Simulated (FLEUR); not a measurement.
System: zincblende SiC, space group F-43m, 2 atoms in the primitive cell.

Space group F-43m (No. 216). a = 4.358 Å, b = 4.358 Å, c = 4.358 Å, α = 90.00°, β = 90.00°, γ = 90.00°
```tsv
atom	site	symmetry	x	y	z
Si	4a	-43m	0.0000	0.0000	0.0000
C	4c	-43m	0.2500	0.2500	0.2500
```

Computed with FLEUR MaX-R8.1 (later development tree): r2SCAN, all-electron, no spin polarisation, no spin-orbit coupling, 10×10×10 k mesh.

Predict the main features of the band structure. The path is Γ–X–W–K–Γ–L–U–W–L–K|U–X.

The material is gapped. The gap along this path is 1.73 eV and indirect, from the valence-band top at Γ to the conduction-band bottom at X; the smallest direct gap is 5.06 eV, at X. Three bands meet at the valence-band top at Γ: it is triply degenerate (spin aside). The direct gaps are 7.10 eV at L, 6.83 eV at Γ and 10.53 eV at W.

The meta-GGA is that of a development version, with a GGA for the radial functions and cores and without core tails. LDA, GGA and most meta-GGA functionals understate gaps.

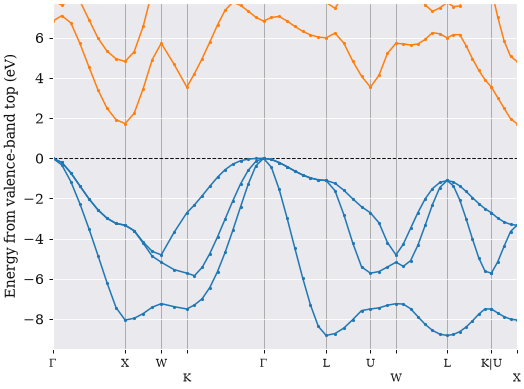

Band structure. Energies are counted from the top of the valence band. The path has few k points, so lines between them are rough.
